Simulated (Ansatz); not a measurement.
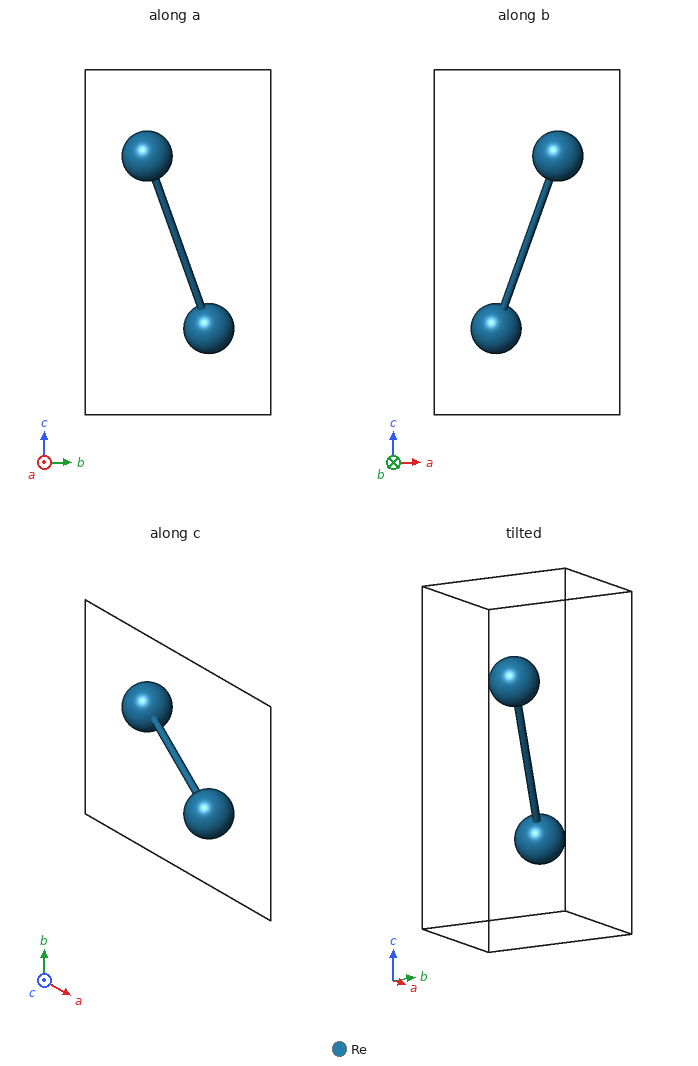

Drawn in the ball-and-stick manner and seen along the a axis, along the b axis, along the c axis and slightly off an axis. The lines enclose the conventional unit cell; boundary atoms appear with their images.

Lattice parameters: a = 2.844 Å, b = 2.844 Å, c = 4.584 Å, α = 90.00°, β = 90.00°, γ = 120.00°. Put a along x and b in the xy plane.

Question: Give the structure in the form of a POSCAR file.

Answer:
```
Re
1.0
     2.844    0.000    0.000
    -1.422    2.463    0.000
     0.000    0.000    4.584
Re
2
Direct
  0.6667 0.3333 0.7500
  0.3333 0.6667 0.2500
```

The initial geometry was a structure type filled with this element by a generator (whether the element takes this form wasn't checked). Earlier steps of the study may have refined or changed the cell and positions. It went into a calculation with Ansatz.

At this level of theory the cell isn't at rest (stretched, at -36 GPa), so its distances can differ from those at equilibrium, the more so the softer the solid.
